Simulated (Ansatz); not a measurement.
**Rh: one change and its effect**

System: Rh (2 atoms in the cell).
Method of the first run: Kohn-Sham DFT of a periodic cell, HSE06, spin-orbit coupling, Ansatz PAW, no spin polarisation (Ansatz 0.2.0).

The structure derives from a Materials Project entry. Text and figures count atoms from 1; the logs count them from 0 in places.

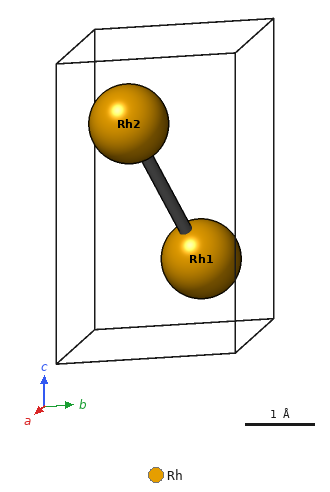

Fig. 1: The input geometry (ball-and-stick view of the cell of the calculation, seen slightly off an axis; atoms are numbered from 1 in the order of the input). An atom can appear more than once, as a periodic image. Near neighbours in the periodic cell (some may lie outside the picture): Rh has 12 Rh at 2.72 to 2.73 Å.

## The input, the first run
```yaml
crystal:
  lattice:
    - [2.7309790422, 0.0, 0.0]
    - [-1.3654895211, 2.3650972278, 0.0]
    - [0.0, 0.0, 4.428489]
  atoms:
    - { symbol: Rh, position: [0.3333333333, 0.6666666667, 0.25] }
    - { symbol: Rh, position: [0.6666666667, 0.3333333333, 0.75] }
hamiltonian:
  xc: hse06
  pseudopotentials: { kind: paw_fr }
magnetization:
  noncollinear: true
  spin_orbit: true
kpoints:
  mp_grid: { grid: [5, 5, 3] }
scf:
  occupations: { method: fermi_dirac, width: 0.05 }
output:
  forces: true
  stress: true
  eigenvalues: true
```

Hardware: 1 × NVIDIA H100 80GB HBM3, 2 threads of AMD EPYC (Zen 3), 144 GiB of memory available, shared host.

## Output, shortened to warnings, some set-up lines, iterations and results (the first run)
```
Warning: output.stress: scf.convergence.dr2_threshold = 1e-7 eV (the SCF's general default) is looser than the 2e-10 eV advised for a printed stress (1e-10 eV for each atom of the cell: 2). What an SCF threshold leaves in a stress goes as its square root, and in the free energy as the threshold itself, and one threshold admits the most on a small cell: of the crystals measured, under no hybrid …
Warning: output.stress: scf.exx.energy_threshold = 1e-6 eV is looser than the 2e-8 eV advised for a stress under a hybrid functional (1e-8 eV for each atom of the cell: 2). Every SCF of the exchange loop can meet its threshold on dr2 while the loop round them stops early: no threshold on dr2 bounds what that leaves in the stress. Set scf.exx.energy_threshold to 2e-8 eV or tighter. The threshold …
Basis set: ecut = 420 eV, 573 PW (Γ), exchange–correlation on 40×40×60 points (8 copies of the dense FFT grid, shifted against one another)
Symmetry: 24 space group operations + 24 with time reversal
k-points: 10 of 75
Initial density: superposition of atomic densities (chi_scale 0.1, normalization cell)
[...]
SCF iter   1: F=—  HF=-12810.144113 eV  |F-HF|=—  |Δ(HF+E_count)|=         —  Δρ=1.16e-1  dr2=3.77e0  dr2_m=0.00e0 (ungated)  ethr=1.00e-1  |M|=0.00e0 ∫|m|=0.00e0 μB  …
SCF iter   2: F=—  HF=-12809.494343 eV  |F-HF|=—  |Δ(HF+E_count)|=   6.50e-1  Δρ=7.22e-2  dr2=1.48e0  dr2_m=0.00e0 (ungated)  ethr=1.11e-2  |M|=0.00e0 ∫|m|=0.00e0 μB  …
SCF iter   3: F=—  HF=-12809.145930 eV  |F-HF|=—  |Δ(HF+E_count)|=   3.48e-1  Δρ=1.96e-2  dr2=7.76e-2  dr2_m=0.00e0 (ungated)  ethr=2.25e-4  |M|=0.00e0 ∫|m|=0.00e0 μB  …
SCF iter   4: F=—  HF=-12809.143989 eV  |F-HF|=—  |Δ(HF+E_count)|=   1.94e-3  Δρ=6.17e-3  dr2=1.01e-2  dr2_m=0.00e0 (ungated)  ethr=2.25e-4  |M|=0.00e0 ∫|m|=0.00e0 μB  …
SCF iter   5: F=—  HF=-12809.142576 eV  |F-HF|=—  |Δ(HF+E_count)|=   1.41e-3  Δρ=2.54e-3  dr2=1.60e-3  dr2_m=0.00e0 (ungated)  ethr=2.97e-5  |M|=0.00e0 ∫|m|=0.00e0 μB  …
[... 15 lines ...]
SCF iter   3: F=—  HF=-12806.962169 eV  |F-HF|=—  |Δ(HF+E_count)|=   3.27e-6  Δρ=2.45e-5  dr2=2.67e-7  dr2_m=0.00e0 (ungated)  ethr=4.42e-9  |M|=0.00e0 ∫|m|=0.00e0 μB  …
SCF iter   4: F=—  HF=-12806.962170 eV  |F-HF|=—  |Δ(HF+E_count)|=   3.54e-7  Δρ=3.95e-5  dr2=2.09e-7  dr2_m=0.00e0 (ungated)  ethr=2.38e-10  |M|=0.00e0 ∫|m|=0.00e0 μB  …
SCF iter   5: F=—  HF=-12806.962170 eV  |F-HF|=—  |Δ(HF+E_count)|=   9.44e-8  Δρ=9.05e-6  dr2=3.23e-8  dr2_m=0.00e0 (ungated)  ethr=2.38e-10  |M|=0.00e0 ∫|m|=0.00e0 μB  …
SCF iter   6: F=-12806.962170 eV  HF=-12806.962170 eV  |F-HF|=2.22e-10  |Δ(HF+E_count)|=   7.54e-8  Δρ=3.30e-6  dr2=8.69e-10  dr2_m=0.00e0 (ungated)  ethr=4.01e-11  …
SCF 3 converged in 6 iterations: F = -12806.962170 eV  dr2 = 8.69e-10
  Residual-converged pass: ⟨swp⟩=2.3  Hψ=704  notcnv=0  max |occ|·‖R‖ = 2.1e-6 eV (tolerance 2.4e-6 eV)  dr2=8.61e-10  dr2_m=0.00e0 (ungated)  dr2_onsite=6.31e-11  max |Δocc| = 1.8e-12
hybrid outer 2: dexx = +3.031e-5 eV, tail = 5.63e-8 eV, Δε = 3.60e-3 eV (about 1.66e-4 eV left of the loop's levels)
hybrid SCF converged: 2 outer / 12 inner (+10 warm-up), last move |dexx| = 3.03e-5 eV, tail = 5.63e-8 eV
Magnetization: |M| = 0.0000 μB,  M = (+0.0000, +0.0000, +0.0000) μB
Absolute magnetization: 0.0000 μB (∫|m|)
  site 0: m = (+0.0000, +0.0000, +0.0000) μB, |m| = 0.0000 μB  (R = 1.12 Å)
  site 1: m = (+0.0000, +0.0000, +0.0000) μB, |m| = 0.0000 μB  (R = 1.12 Å)
Free energy (F): -12806.962170 eV
Frozen-core exchange: fock
Harris-Foulkes:  -12806.962170 eV  (|F-HF|=2.22e-10)
Internal energy: -12806.931076 eV  (E = F + TS)
E sigma→0 (E₀):  -12806.946623 eV
Entropy (-TS):   -0.031094 eV (-15.547 meV/atom)
Fermi energy:    21.095547 eV
--- Per-component energies (eV) ---
  E_band       = -279.649648
  E_kinetic    = 1147.516657
  E_local      = -3226.625084  (includes V_loc(G=0)·N_el)
  E_nonlocal   = 706.936853
  E_hartree    = 1135.025190
  E_xc         = -353.117489
  E_vxc        = -439.686600  (∫ρ·V_xc dr)
  E_exx        = -123.923815  (= α·E_x^exact, valence–valence)
  E_paw        = -7140.222960  (= ΣΔE_a)
  E_vpaw       = -489.996066  (= ΣTr[D̂ρ^β])
  E_aug_tail   = 0.001737  (compensation charges beyond the density's cutoff)
  E_ewald      = -4951.499097
  E_core_change = -1.023067  (= ΣΔE_core)
  E_smearing   = -0.031094  (= −TS)
  E_closure    = 0.000000  (closes the sum)
  Σ components = -12806.962170   (vs F -12806.962170, Δ=0.00e0)
--- Forces (eV/Å), atoms counted from 1 ---
  atom   1  Rh     0.00000000    -0.00000000     0.00000000
  atom   2  Rh     0.00000000     0.00000000    -0.00000000
  max |Σ_I F_I| component: 6.94e-18 eV/Å
--- Stress (GPa, compression-positive) ---
      -11.416631       0.000000      -0.000000
        0.000000     -11.416631      -0.000000
       -0.000000      -0.000000     -10.957114
  P = ⅓ Tr σ = -11.2635 GPa (-112.635 kbar)
```

The second run used a changed input.

## The two runs side by side

| quantity | the first run | the second run |
| --- | --- | --- |
| outcome | converged | converged |
| free energy per atom (eV) | −6403.4811 | −6402.8743 |
| energy per atom, smearing taken to zero (eV) | −6403.4733 | −6402.8731 |
| gap on the mesh (eV) | 0.00 | 0.00 |
| pressure (GPa) | −11.26 | −11.33 |
| largest force (eV/Å) | 0.000 | 0.000 |
| SCF iterations | 22 | 50 |
| irreducible k-points | 10 | 10 |
| plane waves at Γ | 573 | 573 |
| wall time (shared host) | 33 s | 38 s |

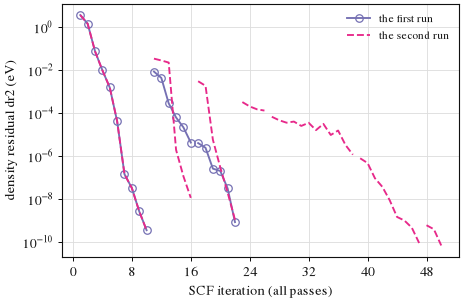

Fig. 2: Convergence of the two runs: density residual dr2 against the SCF iteration. A break in a curve parts two SCF passes. The first run takes 22 iterations in all, and the second run takes 50.

Which change of the input explains these differences?

The change (lines with − go, lines with + come):
```diff
-  xc: hse06
+  xc: pbe0
```

The total energies belong to different methods, so their difference says nothing on which is more stable or more accurate. The functional changes from HSE06 to PBE0. The SCF takes 50 iterations against 22.

## Output, shortened to warnings, some set-up lines, iterations and results (the second run)
```
Warning: output.stress: scf.convergence.dr2_threshold = 1e-7 eV (the SCF's general default) is looser than the 2e-10 eV advised for a printed stress (1e-10 eV for each atom of the cell: 2). What an SCF threshold leaves in a stress goes as its square root, and in the free energy as the threshold itself, and one threshold admits the most on a small cell: of the crystals measured, under no hybrid …
Warning: output.stress: scf.exx.energy_threshold = 1e-6 eV is looser than the 2e-8 eV advised for a stress under a hybrid functional (1e-8 eV for each atom of the cell: 2). Every SCF of the exchange loop can meet its threshold on dr2 while the loop round them stops early: no threshold on dr2 bounds what that leaves in the stress. Set scf.exx.energy_threshold to 2e-8 eV or tighter. The threshold …
Basis set: ecut = 420 eV, 573 PW (Γ), exchange–correlation on 40×40×60 points (8 copies of the dense FFT grid, shifted against one another)
Symmetry: 24 space group operations + 24 with time reversal
k-points: 10 of 75
Initial density: superposition of atomic densities (chi_scale 0.1, normalization cell)
[...]
SCF iter   1: F=—  HF=-12810.144201 eV  |F-HF|=—  |Δ(HF+E_count)|=         —  Δρ=1.16e-1  dr2=3.77e0  dr2_m=0.00e0 (ungated)  ethr=1.00e-1  |M|=0.00e0 ∫|m|=0.00e0 μB  …
SCF iter   2: F=—  HF=-12809.494479 eV  |F-HF|=—  |Δ(HF+E_count)|=   6.50e-1  Δρ=7.22e-2  dr2=1.48e0  dr2_m=0.00e0 (ungated)  ethr=1.11e-2  |M|=0.00e0 ∫|m|=0.00e0 μB  …
SCF iter   3: F=—  HF=-12809.146081 eV  |F-HF|=—  |Δ(HF+E_count)|=   3.48e-1  Δρ=1.96e-2  dr2=7.76e-2  dr2_m=0.00e0 (ungated)  ethr=2.25e-4  |M|=0.00e0 ∫|m|=0.00e0 μB  …
SCF iter   4: F=—  HF=-12809.144140 eV  |F-HF|=—  |Δ(HF+E_count)|=   1.94e-3  Δρ=6.17e-3  dr2=1.01e-2  dr2_m=0.00e0 (ungated)  ethr=2.25e-4  |M|=0.00e0 ∫|m|=0.00e0 μB  …
SCF iter   5: F=—  HF=-12809.142726 eV  |F-HF|=—  |Δ(HF+E_count)|=   1.41e-3  Δρ=2.54e-3  dr2=1.61e-3  dr2_m=0.00e0 (ungated)  ethr=2.97e-5  |M|=0.00e0 ∫|m|=0.00e0 μB  …
[... 47 lines ...]
SCF 6 converged in 9 iterations: F = -12805.748671 eV  dr2 = 9.27e-11
SCF iter   1: F=—  HF=-12805.748671 eV  |F-HF|=—  |Δ(HF+E_count)|=         —  Δρ=2.21e-6  dr2=6.20e-10  dr2_m=0.00e0 (ungated)  ethr=6.97e-11  |M|=0.00e0 ∫|m|=0.00e0 μB  …
SCF iter   2: F=—  HF=-12805.748671 eV  |F-HF|=—  |Δ(HF+E_count)|=  5.93e-10  Δρ=1.91e-6  dr2=4.05e-10  dr2_m=0.00e0 (ungated)  ethr=1.40e-12 (applied; sched 1.07e-12)  …
SCF iter   3: F=-12805.748671 eV  HF=-12805.748671 eV  |F-HF|=2.91e-11  |Δ(HF+E_count)|=  4.35e-10  Δρ=5.96e-7  dr2=7.10e-11  dr2_m=0.00e0 (ungated)  ethr=1.58e-12 (applied; …
SCF 7 converged in 3 iterations: F = -12805.748671 eV  dr2 = 7.10e-11
  Residual-converged pass: ⟨swp⟩=2.2  Hψ=704  notcnv=0  max |occ|·‖R‖ = 3.5e-7 eV (tolerance 4.0e-7 eV)  dr2=7.09e-11  dr2_m=0.00e0 (ungated)  dr2_onsite=3.11e-12  max |Δocc| = 9.5e-15
hybrid outer 6: dexx = +3.894e-9 eV, tail = 1.54e-9 eV, Δε = 3.88e-5 eV (about 8.14e-5 eV left of the loop's levels), ΔF = 1.16e-18 eV/Å (tail 1.30e-3)
hybrid SCF converged: 6 outer / 40 inner (+10 warm-up), last move |dexx| = 3.89e-9 eV, tail = 1.54e-9 eV
Magnetization: |M| = 0.0000 μB,  M = (+0.0000, +0.0000, +0.0000) μB
Absolute magnetization: 0.0000 μB (∫|m|)
  site 0: m = (+0.0000, +0.0000, +0.0000) μB, |m| = 0.0000 μB  (R = 1.12 Å)
  site 1: m = (+0.0000, +0.0000, +0.0000) μB, |m| = 0.0000 μB  (R = 1.12 Å)
Free energy (F): -12805.748671 eV
Frozen-core exchange: fock
Harris-Foulkes:  -12805.748671 eV  (|F-HF|=2.91e-11)
Internal energy: -12805.743575 eV  (E = F + TS)
E sigma→0 (E₀):  -12805.746123 eV
Entropy (-TS):   -0.005096 eV (-2.548 meV/atom)
Fermi energy:    20.944374 eV
--- Per-component energies (eV) ---
  E_band       = -292.889807
  E_kinetic    = 1147.572525
  E_local      = -3226.493261  (includes V_loc(G=0)·N_el)
  E_nonlocal   = 706.797251
  E_hartree    = 1134.956874
  E_xc         = -341.625288
  E_vxc        = -428.321393  (∫ρ·V_xc dr)
  E_exx        = -137.917388  (= α·E_x^exact, valence–valence)
  E_paw        = -7136.512717  (= ΣΔE_a)
  E_vpaw       = -486.525579  (= ΣTr[D̂ρ^β])
  E_aug_tail   = 0.001737  (compensation charges beyond the density's cutoff)
  E_ewald      = -4951.499097
  E_core_change = -1.024211  (= ΣΔE_core)
  E_smearing   = -0.005096  (= −TS)
  E_closure    = 0.000000  (closes the sum)
  Σ components = -12805.748671   (vs F -12805.748671, Δ=0.00e0)
--- Forces (eV/Å), atoms counted from 1 ---
  atom   1  Rh     0.00000000    -0.00000000     0.00000000
  atom   2  Rh     0.00000000     0.00000000    -0.00000000
  max |Σ_I F_I| component: 3.47e-18 eV/Å
--- Stress (GPa, compression-positive) ---
      -12.935661      -0.000000      -0.000000
        0.000000     -12.935661      -0.000000
       -0.000000      -0.000000      -8.104152
  P = ⅓ Tr σ = -11.3252 GPa (-113.252 kbar)
```

For both runs: The k-point mesh is coarse for a cell of this size, so the results may not be converged. For the first run: Warnings: the exchange loop's threshold is looser than advised for the stress; the SCF threshold is looser than advised for the printed stress. For the second run: Warnings: the state was not tested for a lower one; the exchange loop's threshold is looser than advised for the stress; the SCF threshold is looser than advised for the printed stress.
